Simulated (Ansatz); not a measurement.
C19O2 (slab)

The calculation's input:

```
crystal:
  lattice:
    - [7.3951485247, 0.0, 0.0]
    - [-3.6975742623, 6.4043864871, 0.0]
    - [0.0, 0.0, 20.4766100066]
  atoms:
    - { symbol: C, position: [0.5555555556, 0.4444444444, 0.3906896697] }
    - { symbol: C, position: [0.5555555556, 0.7777777778, 0.3906896697] }
    - { symbol: C, position: [0.5555555556, 0.1111111111, 0.3906896697] }
    - { symbol: C, position: [0.8888888889, 0.4444444444, 0.3906896697] }
    - { symbol: C, position: [0.8888888889, 0.7777777778, 0.3906896697] }
    - { symbol: C, position: [0.8888888889, 0.1111111111, 0.3906896697] }
    - { symbol: C, position: [0.2222222222, 0.4444444444, 0.3906896697] }
    - { symbol: C, position: [0.2222222222, 0.7777777778, 0.3906896697] }
    - { symbol: C, position: [0.2222222222, 0.1111111111, 0.3906896697] }
    - { symbol: C, position: [0.4444444444, 0.2222222222, 0.3907682963] }
    - { symbol: C, position: [0.4444444444, 0.5555555556, 0.3907682963] }
    - { symbol: C, position: [0.4444444444, 0.8888888889, 0.3907682963] }
    - { symbol: C, position: [0.7777777778, 0.2222222222, 0.3907682963] }
    - { symbol: C, position: [0.7777777778, 0.5555555556, 0.3907682963] }
    - { symbol: C, position: [0.7777777778, 0.8888888889, 0.3907682963] }
    - { symbol: C, position: [0.1111111111, 0.2222222222, 0.3907682963] }
    - { symbol: C, position: [0.1111111111, 0.5555555556, 0.3907682963] }
    - { symbol: C, position: [0.1111111111, 0.8888888889, 0.3907682963] }
    - { symbol: O, position: [0.1111111111, 0.8888888889, 0.6298215379] }
    - { symbol: C, position: [0.1111111111, 0.8888888889, 0.5693867296] }
    - { symbol: O, position: [0.1111111111, 0.8888888889, 0.5089519214] }
basis:
  ecutwfc: 420
kpoints:
  mp_grid: { grid: [3, 3, 1] }
hamiltonian:
  xc: pbe
  dispersion: d3bj
scf:
  occupations: { method: gaussian, width: 0.05 }
output:
  forces: true
  eigenvalues: true
  write_density: true
  write_potential: true
  elf: true
  volumetric_format: npy
relax:
  adjacent_minimum: "off"
  f_tol: 0.04
  max_steps: 100
  constraints: [{ sites: [0] }]
efield:
  axis: 3
  dipole_correction: true
  ramp_width: 0.04
```

Run with:

```sh
ansatz run input.yaml --threads 2 --pin off --max-ram 6144MiB --backend cpu --events-out ev --progress --plain --runs-dir out
```

The fields are those of the relaxed geometry.

Method: Ansatz, DFT PBE+D3(BJ), scalar-relativistic, plane waves, PAW.

In a PAW calculation such maps are meaningful between the atoms, not at the nuclei.

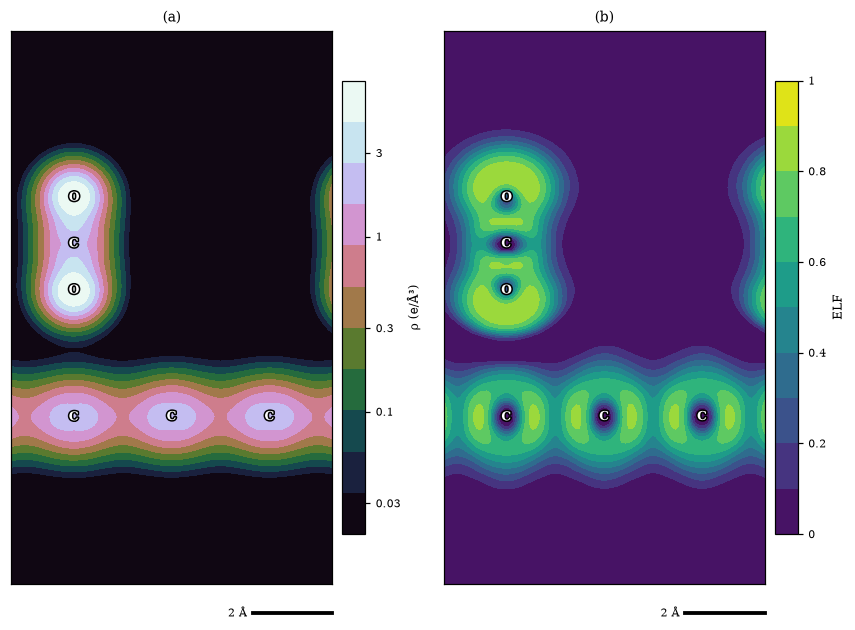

Figure 1. (a) valence electron density; (b) electron localisation function on the (100) plane of the calculation cell, a cut from vacuum to vacuum.

Q: Read the bonding off the picture.

A: The plane passes through C and O nuclei.
Atoms just off the plane (C, 0.7 Å away) can leave unmarked features too.
C–O (1.17 Å): ρ is about 3.6 e/Å³ halfway; the ELF peaks at about 0.85 between the atoms.
The density dies away to nearly zero in the vacuum.
The ELF also peaks beside O, away from the bonds: lone-pair regions.

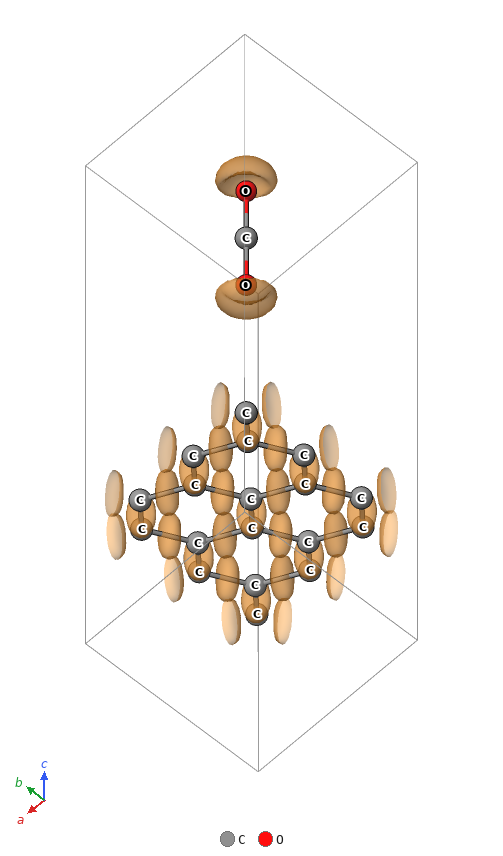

Figure 2. Isosurface of the electron localisation function at 0.85 (orange), seen at an oblique angle. Only the valence region is drawn (cores and ρ < 0.01 e/Å³ removed). Sticks mark near contacts.

Q: Describe the localisation domains.

A: At this value the surface marks out 27 regions between bonded C–C atoms and two lobes on O, pointing away from the bonds (lone pairs, which may merge into one lobe), counted in one cell of 21 atoms. Counts are for one cell; the picture repeats the cell along the surface. Profiles from the grid: C–C (1.42 Å): the ELF peaks at about 0.95 between the atoms.

Q: Does the calculation give a band gap?

A: It is gapless in this calculation (a metal or semimetal).
